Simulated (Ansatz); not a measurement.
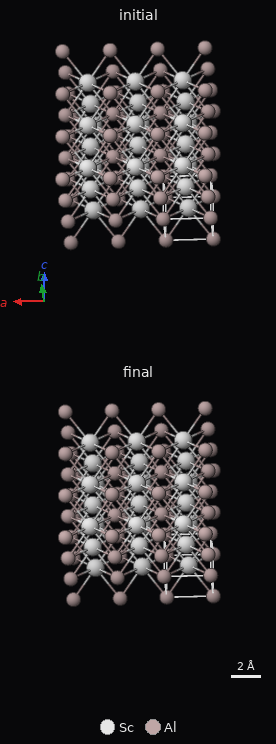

The structure of solid ScAl (set up in Pm-3m) before (top) and after (bottom) a relaxation, at one scale.

The picture is a ball-and-stick view of the cell of the calculation, repeated 3 × 3 × 3 with one cell outlined, seen from a free direction.

The run lets cell and atoms move.

All numbers below come from Ansatz, Kohn-Sham DFT of a periodic cell, LDA, Ansatz PAW.

Input file:
```yaml
crystal:
  lattice:
    - [3.37034897, 0.0, 0.0]
    - [0.0, 3.37034897, 0.0]
    - [0.0, 0.0, 3.37034897]
  atoms:
    - { symbol: Sc, position: [0.5, 0.5, 0.5] }
    - { symbol: Al, position: [0.0, 0.0, 0.0] }
hamiltonian:
  xc: lda
  pseudopotentials: { kind: paw }
kpoints:
  mp_grid: { grid: [8, 8, 8] }
scf:
  occupations: { method: fermi_dirac, width: 0.05 }
output:
  forces: true
  stress: true
  eigenvalues: true
relax:
  f_tol: 0.01
  max_steps: 40
  cell: { stress_tol: 0.05 }
```

Launched with:
```bash
ansatz run input.yaml --threads 2 --pin off --max-ram 5632MiB --backend cpu --events-out ev --progress --plain --runs-dir out
```

Q: Summarise the run.

A: The atoms keep their places relative to the cell (all moves are under 0.005 Å). The drawn cell changes as follows: a = b = c 3.370 → 3.308 Å (−1.8 %); the volume changes by −5.4 %. Among the contacts that change: Sc–Sc 3.370 → 3.308 Å, Al–Sc 2.919 → 2.865 Å. The space group stays Pm-3m (No. 221). The energy falls by 15.0 meV per atom in 3 accepted moves (4 points after the start). All forces vanish by symmetry, so only the cell relaxes. The pressure goes from −4.40 to −0.03 GPa. At 1 point the geometry stayed and the basis and grid were re-selected for the new cell (energy shift of 0.2 meV per atom at most each time). The run took 3.2 s on 2 threads of Arm Neoverse V1, with other jobs on the host, peak memory 0.3 GiB.
